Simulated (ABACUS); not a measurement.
**BN: band-structure run (part 2 of 2)**

The same run, continued: BN (2 atoms in the cell); Kohn-Sham DFT of a periodic cell, rSCAN, SG15 ONCV 1.2 PBE, no spin polarisation (ABACUS 3.10.1); cutoff 1319.75 eV, 8×8×8 k-mesh, fermi-dirac of 0.05 eV. The structure derives from a Materials Project entry.

Geometry of the input (Å; fractional positions):
```
0.0000  1.8130  1.8130
1.8130  0.0000  1.8130
1.8130  1.8130  0.0000
N  0.2500  0.2500  0.2500
B  0.0000  0.0000  0.0000
```

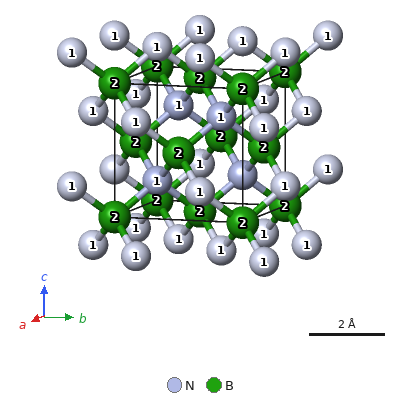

**Figure 1.** The structure as given in the input (ball-and-stick view of the cell 4 times as large as that of the calculation, set on its symmetry axes, seen slightly off an axis; neighbours outside the cell are drawn fainter; atoms are numbered from 1 in the order of the input).

Log, continued
```
      29  0.50000000  0.25000000 -0.25000000  0.0117     166

                               nkstot now = 29
[... K-POINTS DIRECT COORDINATES: 29 rows ...]

           k-point number in this process = 8
       minimum distributed K point number = 7
[... stars of the k points ...]

[... K-POINTS CARTESIAN COORDINATES: 8 rows ...]

[... K-POINTS DIRECT COORDINATES: 8 rows ...]

 SETUP PLANE WAVES FOR WAVE FUNCTIONS
     energy cutoff for wavefunc (unit:Ry) = 97
              fft grid for wave functions = [ 32, 32, 32 ]
                    number of plane waves = 1639
                         number of sticks = 187

 PARALLEL PW FOR WAVE FUNCTIONS
     PROC   COLUMNS(POT)             PW
        1            187           1639
 --------------- sum -------------------
        1            187           1639

 SETUP NONLOCAL PSEUDOPOTENTIALS IN PLANE WAVE BASIS
 N non-local projectors:
 projector 1 L=0
 projector 2 L=0
 projector 3 L=1
 projector 4 L=1
 B non-local projectors:
 projector 1 L=0
 projector 2 L=0
 projector 3 L=1
 projector 4 L=1
      TOTAL NUMBER OF NONLOCAL PROJECTORS = 16

 Init Non-Local PseudoPotential table :
 Init Non-Local-Pseudopotential done.

                                     npwx = 1314

 -------------------------------------------
 SELF-CONSISTENT
 -------------------------------------------
                                 init_chg = atomic

 PW ALGORITHM --------------- ION=   1  ELEC=   1--------------------------------

 Density error is 0.198793640487
                          Error Threshold = 0.01
----------------------------------------------------------
     Energy           Rydberg                 eV
----------------------------------------------------------
 E_KohnSham     -25.7043709149       -349.7259079475
 E_Harris       -24.5442594642       -333.9417819034
 E_Fermi        1.0106296462         13.7503217559
----------------------------------------------------------

 PW ALGORITHM --------------- ION=   1  ELEC=   2--------------------------------

 Density error is 0.0302894826415
                          Error Threshold = 0.00248492050609
----------------------------------------------------------
     Energy           Rydberg                 eV
----------------------------------------------------------
 E_KohnSham     -25.7552981901       -350.4188090740
 E_Harris       -26.0281968546       -354.1317858876
 E_Fermi        1.0710309044         14.5721230338
----------------------------------------------------------

 PW ALGORITHM --------------- ION=   1  ELEC=   3--------------------------------

 Density error is 0.00175075866501
                          Error Threshold = 0.000378618533019
----------------------------------------------------------
     Energy           Rydberg                 eV
----------------------------------------------------------
 E_KohnSham     -25.7619246119       -350.5089661688
 E_Harris       -25.6780872094       -349.3682997892
 E_Fermi        1.0619572874         14.4486701415
----------------------------------------------------------

 PW ALGORITHM --------------- ION=   1  ELEC=   4--------------------------------

 Density error is 1.21709577539e-05
                          Error Threshold = 2.18844833126e-05
----------------------------------------------------------
     Energy           Rydberg                 eV
----------------------------------------------------------
 E_KohnSham     -25.7620749792       -350.5110120199
 E_Harris       -25.7592855879       -350.4730604054
 E_Fermi        1.0692146595         14.5474117541
----------------------------------------------------------

 PW ALGORITHM --------------- ION=   1  ELEC=   5--------------------------------

 Density error is 4.97161372809e-07
                          Error Threshold = 1.52136971924e-07
----------------------------------------------------------
     Energy           Rydberg                 eV
----------------------------------------------------------
 E_KohnSham     -25.7620783246       -350.5110575367
 E_Harris       -25.7636505706       -350.5324490407
 E_Fermi        1.0695049378         14.5513611938
----------------------------------------------------------

 PW ALGORITHM --------------- ION=   1  ELEC=   6--------------------------------

 Density error is 2.12235978439e-09
                          Error Threshold = 6.21451716011e-09
----------------------------------------------------------
     Energy           Rydberg                 eV
----------------------------------------------------------
 E_KohnSham     -25.7620784043       -350.5110586214
 E_KS(sigma->0) -25.7620784043       -350.5110586214
 E_Harris       -25.7621251667       -350.5116948567
 E_band         1.4879443970         20.2445221067
 E_one_elec     4.3187122346         58.7590944129
 E_Hartree      3.6530837750         49.7027546118
 E_xc           -7.4730116287        -101.6755393705
 E_Ewald        -26.2608627853       -357.2973682757
 E_entropy(-TS) -0.0000000000        -0.0000000000
 E_descf        0.0000000000         0.0000000000
 E_exx          0.0000000000         0.0000000000
 E_Fermi        1.0694529395         14.5506537200
----------------------------------------------------------

 charge density convergence is achieved
 final etot is -350.51105862 eV
 EFERMI = 14.55065372 eV

 STATE ENERGY(eV) AND OCCUPATIONS    NSPIN == 1
 1/8 kpoint (Cartesian) = 0.0000 0.0000 0.0000 (1291 pws)
       1       -10.4676     0.00390625
       2        10.8043     0.00390625
       3        10.8043     0.00390625
       4        10.8043     0.00390625
       5        20.2549    1.10977e-52
       6        20.2549    1.10977e-52
       7        20.2549    1.10977e-52
       8        21.4329    6.50160e-63
       9        36.5632        0.00000
      10        39.8119        0.00000
      11        39.8119        0.00000
      12        40.6494        0.00000
      13        40.6494        0.00000
      14        40.6494        0.00000

 2/8 kpoint (Cartesian) = 0.034473 0.034473 0.034473 (1303 pws)
       1       -10.0799      0.0312500
       2        8.83580      0.0312500
       3        10.4115      0.0312500
       4        10.4115      0.0312500
       5        20.5527    2.30079e-54
       6        20.8499    6.02877e-57
       7        20.8499    6.02877e-57
       8        22.7755    1.13384e-73
       9        36.2642        0.00000
      10        36.6749        0.00000
      11        36.6749        0.00000
      12        39.9972        0.00000
      13        45.5220        0.00000
      14        45.5220        0.00000

 3/8 kpoint (Cartesian) = 0.068946 0.068946 0.068946 (1314 pws)
       1       -8.95858      0.0312500
       2        5.08238      0.0312500
       3        9.63482      0.0312500
       4        9.63482      0.0312500
       5        20.8968    2.35885e-57
       6        21.8453    1.36321e-65
       7        21.8453    1.36321e-65
       8        25.0947        0.00000
       9        35.4533        0.00000
      10        35.5993        0.00000
      11        35.5993        0.00000
      12        39.9264        0.00000
      13        51.7929        0.00000
      14        51.7929        0.00000

 4/8 kpoint (Cartesian) = 0.10342 0.10342 0.10342 (1299 pws)
       1       -7.32492      0.0312500
       2        1.53241      0.0312500
       3        9.01266      0.0312500
       4        9.01266      0.0312500
       5        21.1707    9.86320e-60
       6        22.2316    6.01527e-69
       7        22.2316    6.01527e-69
       8        26.6199        0.00000
       9        35.2326        0.00000
      10        37.2217        0.00000
      11        37.2217        0.00000
      12        39.5111        0.00000
      13        50.4314        0.00000
      14        50.4314        0.00000

 5/8 kpoint (Cartesian) = 0.13789 0.13789 0.13789 (1308 pws)
       1       -6.24248      0.0156250
       2      -0.228440      0.0156250
       3        8.78603      0.0156250
       4        8.78603      0.0156250
       5        21.2719    6.51440e-61
       6        22.2383    2.62890e-69
       7        22.2383    2.62890e-69
       8        27.1040        0.00000
       9        35.4957        0.00000
      10        38.8768        0.00000
      11        39.1118        0.00000
      12        39.1118        0.00000
      13        47.4236        0.00000
      14        47.4236        0.00000

 6/8 kpoint (Cartesian) = 0.0000 0.0000 0.068946 (1307 pws)
       1       -9.95109      0.0234375
       2        9.45113      0.0234375
       3        9.66022      0.0234375
       4        9.66022      0.0234375
       5        19.5471    9.36979e-46
       6        21.8553    8.36536e-66
       7        21.8553    8.36536e-66
       8        22.6863    5.06460e-73
       9        32.7909        0.00000
      10        37.8013        0.00000
      11        40.5529        0.00000
      12        42.0239        0.00000
      13        42.0239        0.00000
      14        45.1097        0.00000

[... levels at 2 further k points ...]

------------------------------------------------------------------------------------------
 TOTAL-FORCE (eV/Angstrom)
------------------------------------------------------------------------------------------
                        N1         0.0000000000         0.0000000000         0.0000000000
                        B1         0.0000000000         0.0000000000         0.0000000000
------------------------------------------------------------------------------------------

----------------------------------------------------------------
 TOTAL-STRESS (KBAR)
----------------------------------------------------------------
       -65.4312277644        -0.0000000000         0.0000000000
         0.0000000000       -65.4312277644        -0.0000000000
         0.0000000000        -0.0000000000       -65.4312277644
----------------------------------------------------------------
 TOTAL-PRESSURE: -65.431228 KBAR

 --------------------------------------------
 !FINAL_ETOT_IS -350.5110586214092336 eV
 --------------------------------------------
```

Standard output
```
ABACUS v3.10.1

               Atomic-orbital Based Ab-initio Computation at UStc

 dft_functional readin is: MGGA_X_RSCAN+MGGA_C_RSCAN
 dft_functional in pseudopot file is: PBE
 Please make sure this is what you need
 dft_functional readin is: MGGA_X_RSCAN+MGGA_C_RSCAN
 dft_functional in pseudopot file is: PBE
 Please make sure this is what you need
 UNIFORM GRID DIM        : 32 * 32 * 32
 UNIFORM GRID DIM(BIG)   : 32 * 32 * 32
func,idMGGA_X_RSCAN 493
func,idMGGA_C_RSCAN 494
 ---------------------------------------------------------
 Self-consistent calculations for electrons
 ---------------------------------------------------------
 SPIN    KPOINTS         PROCESSORS  THREADS
 1       29              4           4
 ---------------------------------------------------------
 Use plane wave basis
 ---------------------------------------------------------
 ELEMENT NATOM       XC
 N       1
 B       1
 ---------------------------------------------------------
 Initial plane wave basis and FFT box
 ---------------------------------------------------------
 -------------------------------------------
 SELF-CONSISTENT :
 -------------------------------------------
 START CHARGE      : atomic
 ITER       ETOT/eV          EDIFF/eV         DRHO         DKIN     TIME/s
 DA1     -3.49725908e+02   0.00000000e+00   1.9879e-01   2.3089e-01   0.89
 DA2     -3.50418809e+02  -6.92901126e-01   3.0289e-02   1.4933e-01   0.41
 DA3     -3.50508966e+02  -9.01570948e-02   1.7508e-03   1.0648e-02   0.38
 DA4     -3.50511012e+02  -2.04585114e-03   1.2171e-05   9.2862e-04   0.46
 DA5     -3.50511058e+02  -4.55167833e-05   4.9716e-07   4.0643e-04   0.54
 DA6     -3.50511059e+02  -1.08469922e-06   2.1224e-09   1.2247e-04   0.45
----------------------------------------------------------------
 TOTAL-STRESS (KBAR)
----------------------------------------------------------------
       -65.4312277644        -0.0000000000         0.0000000000
         0.0000000000       -65.4312277644        -0.0000000000
         0.0000000000        -0.0000000000       -65.4312277644
----------------------------------------------------------------
 TOTAL-PRESSURE: -65.431228 KBAR
```
